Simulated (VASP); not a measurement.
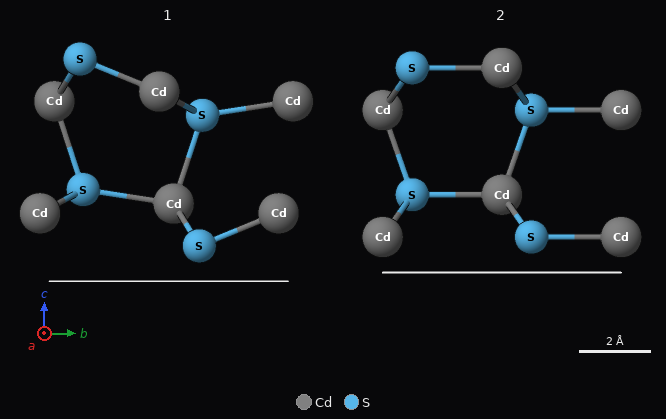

Two geometries of a slab of composition CdS, drawn at one scale. One is the start of a relaxation, the other its converged end. Style: ball-and-stick. Shown: the 2 × 1 repeat of the cell, outlined in the plane, without the vacuum, along the a axis.

Method: Kohn-Sham DFT of a periodic cell, PBEsol, VASP PAW PBE potentials, recommended (VASP). Set-up: plane-wave cutoff 520 eV; k-point mesh 7 × 4 × 1; occupations gaussian; smearing width 0.03 eV; no spin polarisation.

> Which of the two is the end point?

Structure 1 is the relaxed one. The run lets the atoms move in a fixed cell. The largest moves relative to the layer's centre, 0.72 Å, are those of Cd atoms. By element the largest moves are Cd 0.72 Å, S 0.25 Å. The cell stays as it was. Among the contacts that change: Cd–S 2.531 → 2.415 Å, Cd–S 2.526 → 2.619 Å, Cd–S 2.531 → 2.581 Å, Cd–S 2.526 → 2.489 Å. Among the angles between lasting bonds that change: S–Cd–S 109.2° → 123.7°, Cd–S–Cd 109.2° → 95.0°, Cd–S–Cd 109.7° → 96.0°. Over 24 geometry steps the energy falls by 0.901 eV per cell of the calculation. The largest force component goes from 0.98 to 0.015 eV/Å.
